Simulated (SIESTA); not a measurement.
# MgSe: 7 runs along one coordinate

System: MgSe (2 atoms in the cell).
Method: Kohn-Sham DFT of a periodic cell, LDA, PseudoDojo 0.4 standard, converted to PSML, no spin polarisation (SIESTA 5.4.2).

The 7 runs differ only in the geometry, by an even scaling of the cell at fixed fractional positions. The structure derives from an entry of the Crystallography Open Database.

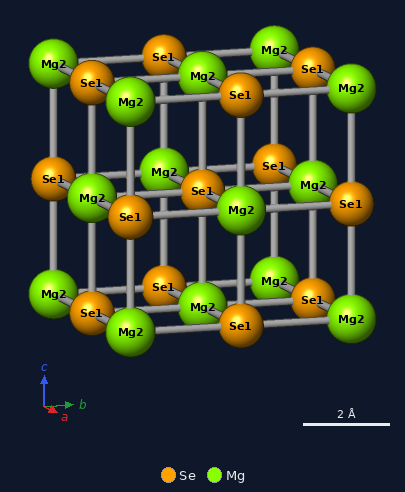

Figure 1. The structure of run 4 (ball-and-stick view of the cell 4 times as large as that of the calculation, set on its symmetry axes, seen slightly off an axis; atoms are numbered from 1 in the order of the input). An atom can appear more than once, as a periodic image.

### Input of run 4
```
SystemName                      MgSe
SystemLabel                     MgSe
NumberOfSpecies                 2
NumberOfAtoms                   2
%block ChemicalSpeciesLabel
  1  34 Se
  2  12 Mg
%endblock ChemicalSpeciesLabel

LatticeConstant                 1.0 Ang
%block LatticeVectors
     0.0000000000     2.7255000000     2.7255000000
     2.7255000000     0.0000000000     2.7255000000
     2.7255000000     2.7255000000     0.0000000000
%endblock LatticeVectors
AtomicCoordinatesFormat         Fractional
%block AtomicCoordinatesAndAtomicSpecies
     0.5000000000     0.5000000000     0.5000000000  1  Se
     0.0000000000     0.0000000000     0.0000000000  2  Mg
%endblock AtomicCoordinatesAndAtomicSpecies

%block kgrid.MonkhorstPack
    8   0   0  0.0
    0   8   0  0.0
    0   0   8  0.0
%endblock kgrid.MonkhorstPack
XC.Functional                   LDA
XC.Authors                      PW92
PAO.BasisSize                   DZP
PAO.EnergyShift                 0.003 Ry
Mesh.Cutoff                     800 Ry
OccupationFunction              FD
ElectronicTemperature           0.05 eV
MaxSCFIterations                120
SCF.MustConverge                false
SCF.Mixer.Method                Pulay
SCF.Mixer.Weight                0.25
SCF.Mixer.History               8
SCF.DM.Tolerance                5.0e-05
SCF.H.Tolerance                 1.0e-03 eV
WriteForces                     true
Charge.Mulliken                 end
%block PAO.Basis
  Se 4
  n=4 0 2
    5.129 0.000
  n=4 1 2
    6.695 0.000
  n=3 2 2
    2.657 0.000
  n=4 2 1
    6.695
  Mg 4
  n=2 0 2
    2.614 0.000
  n=3 0 2
    8.196 0.000
  n=2 1 2
    2.949 0.000
  n=3 1 1
    8.196
%endblock PAO.Basis
```

Command:
```bash
siesta MgSe.fdf > MgSe.out 2>&1
```

Run 2 differs from it as follows:
```diff
-     0.0000000000     2.7255000000     2.7255000000
-     2.7255000000     0.0000000000     2.7255000000
-     2.7255000000     2.7255000000     0.0000000000
+     0.0000000000     2.6886644034     2.6886644034
+     2.6886644034     0.0000000000     2.6886644034
+     2.6886644034     2.6886644034     0.0000000000
```

### Results, with one run withheld

```tsv
run	volume per atom (Å³)	free energy per atom, from the lowest run given (meV)	pressure (GPa)	gap on the mesh (eV)
1	19.031	17.49	4.83	1.85
2	19.436	?	?	?
3	19.841	1.88	1.40	1.79
4	20.246	0.00	0.06	1.76
5	20.651	1.69	−1.30	1.74
6	21.056	6.51	−2.50	1.71
7	21.461	14.16	−3.57	1.68
```

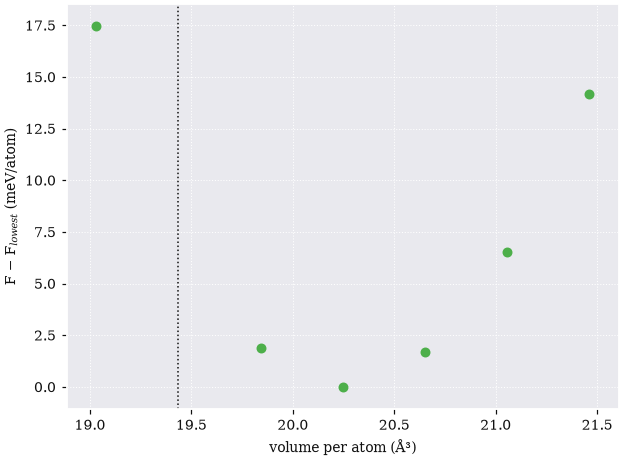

Figure 2. Free energy per atom of the runs given; the dotted line marks run 2.

Estimate the energy of run 2 from the others.

A cubic polynomial in V^(−2/3) (the Birch–Murnaghan form), fitted to the 6 runs given, misses them by at most 0.03 meV per atom. With x = V^(−2/3) − 0.13414 Å⁻², it reads F = 0.14537 − 501.17 x + 5.4034e+05 x² − 24613 x³ (meV per atom). At run 2 it gives 7.55 meV per atom, and the run itself gives 7.60. The slope of the fit gives a pressure −dF/dV of 3.06 GPa there, and the run prints 3.09 GPa. The fit has its minimum at 20.249 Å³ per atom, where V d²F/dV² gives 68.8 GPa: the bulk modulus at this level, since symmetry fixes the shape and the positions. The gap on the mesh goes, without turning, from 1.85 eV in run 1 to 1.68 eV in run 7; run 2 has 1.82 eV. These are gaps of this functional on this mesh, which can miss the band edges; they aren't the measured gap.

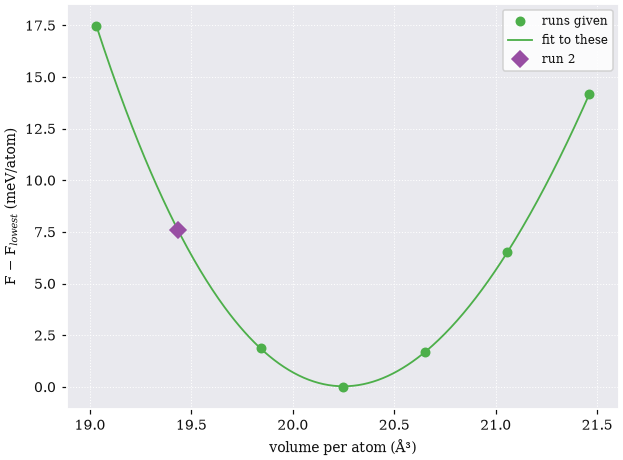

Figure 3. The fit and the withheld run.

### Some lines of the output (run 2)
```
[...]
outcell: Cell volume (Ang**3)        :     38.8723
stepf: Fermi-Dirac step function
siesta: Etot    =     -4911.934969
siesta: FreeEng =     -4911.934969
        iscf     Eharris(eV)        E_KS(eV)     FreeEng(eV)     dDmax    Ef(eV) dHmax(eV)
siesta: E_KS(eV) =            -4912.2353
siesta: E_KS - E_eggbox =     -4912.2353
siesta: Etot    =     -4912.235278
siesta: FreeEng =     -4912.235278
siesta:         Fermi =      -4.517576
siesta: Cell volume =         38.872260 Ang**3
    Orbital volume contribution        =           1.714746 eV
```

Notes: Points of doubt noted for this run: mulliken charges of long orbitals. With a small basis of atomic orbitals these values can differ much from converged plane-wave results.
